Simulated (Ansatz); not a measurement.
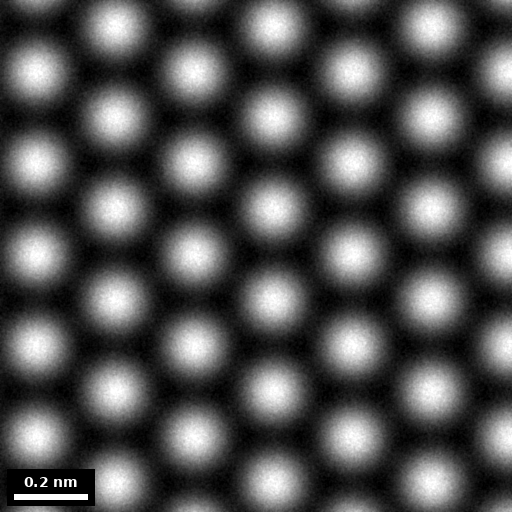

Integrated-DPC-like image of a crystal. Simulated as the projected potential of neutral atoms (B = 0.3 Å²) blurred by a 1.30 Å probe, the thin-sample limit of integrated differential phase contrast. Shot noise was added.

What two-dimensional lattice does the image show, and how large is its cell?

Answer. The pattern repeats on a hexagonal net with a repeat of 2.5 Å.

What is the plane group of the image?

Answer. p6mm: sixfold points with mirror lines through them.

How many columns does the smallest repeating cell hold, and how many levels of brightness?

Answer. 1 column in the primitive cell of 5.4 Å², all of one brightness.

The crystal is As (Fd-3m, No. 227) seen along [111]. Structure: the end point of a relaxation with Ansatz 0.2.0, DFT, PBE, plane waves (420 eV) with PAW, scalar-relativistic; the starting structure was generated, so it need not be a known form of this composition.
